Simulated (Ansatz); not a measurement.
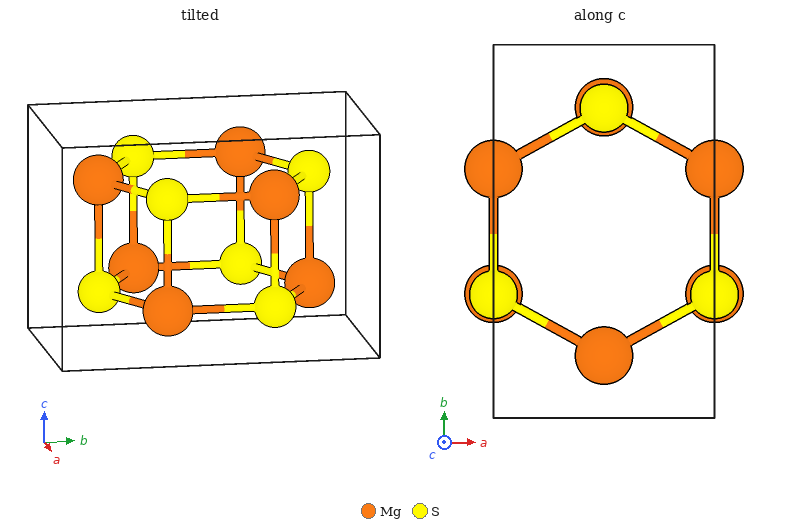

Ball-and-stick representation of a periodic structure, projected slightly off an axis and along the c axis. The conventional unit cell is drawn as a box.

MgS, space group Cmcm (No. 63), a = 4.407 Å, b = 7.440 Å, c = 5.285 Å, α = 90.00°, β = 90.00°, γ = 90.00°. Source of the structure: a structure type filled with these elements by a generator (whether the compound takes this form wasn't checked). The cell was then strained or its atoms displaced on purpose. Ansatz was used for an electronic-structure calculation on it.

This one geometry was computed with Ansatz (DFT, plane waves, PAW) at three levels of theory: r2SCAN, PBE and HSE06. It was relaxed with r2SCAN and then strained.

Q: How does the band gap change with the level of theory?

A: PBE: a gap of 2.92 eV, direct; r2SCAN: a gap of 3.56 eV, direct; HSE06: a gap of 3.92 eV, direct.

Q: Collect the results in a table.

A:
| level | cutoff (eV) | k-mesh of the run's cell | gap (eV) | pressure (GPa) |
| --- | --- | --- | --- | --- |
| r2SCAN | 500 | 12×12×6 | 3.56 | -1.6 |
| PBE | 420 | 12×12×6 | 2.92 | -0.5 |
| HSE06 | 420 | 6×6×4 | 3.92 | -1.7 |

Gaps are taken on the k-mesh or band path of each run.
